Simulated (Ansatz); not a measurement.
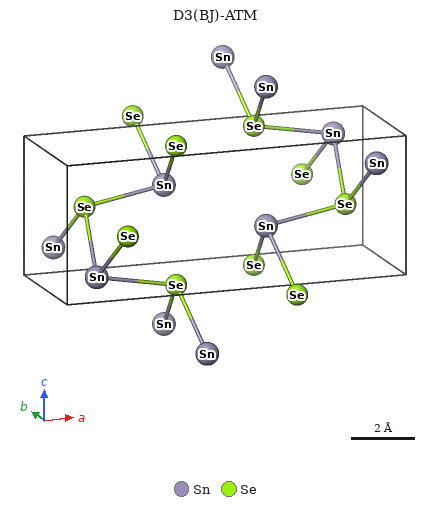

Crystalline SnSe (set up in Pnma), relaxed (cell and atoms) with several dispersion corrections. The picture shows the result with D3(BJ)-ATM. A ball-and-stick model of the cell of the calculation, seen slightly off an axis.

Computed with Ansatz 0.2.0: r2SCAN, Ansatz PAW. Set-up: plane-wave cutoff 500 eV; k-point mesh 3 × 6 × 6; occupations fermi-dirac; smearing width 0.05 eV; no spin polarisation; cell and atoms relaxed; force threshold 0.01 eV/Å.

```json
{"dispersion correction": "D3(BJ)-ATM", "volume (Å³/atom)": "27.458", "a (Å)": "11.567", "b (Å)": "4.119", "c (Å)": "4.611"}
{"dispersion correction": "rVV10", "volume (Å³/atom)": "27.185", "a (Å)": "11.546", "b (Å)": "4.124", "c (Å)": "4.567"}
{"dispersion correction": "none", "volume (Å³/atom)": "28.297", "a (Å)": "11.682", "b (Å)": "4.125", "c (Å)": "4.698"}
{"dispersion correction": "D4", "volume (Å³/atom)": "?", "a (Å)": "?", "b (Å)": "?", "c (Å)": "?"}
{"dispersion correction": "D3(BJ)", "volume (Å³/atom)": "27.247", "a (Å)": "11.535", "b (Å)": "4.116", "c (Å)": "4.590"}
```

Question: Fill in the missing row.

Answer: With D4 the volume falls between D3(BJ)-ATM (27.458) and none (28.297). The calculation gives 27.972 Å³/atom (a = 11.671 Å, b = 4.125 Å, c = 4.649 Å). In order of volume: rVV10 < D3(BJ) < D3(BJ)-ATM < D4 < none; the spread is 4.1 %.

Each member starts from this one structure; whether another phase lies lower wasn't checked.

Limits of the set-up: layers or molecules are held without a dispersion correction, so their spacing is unreliable.
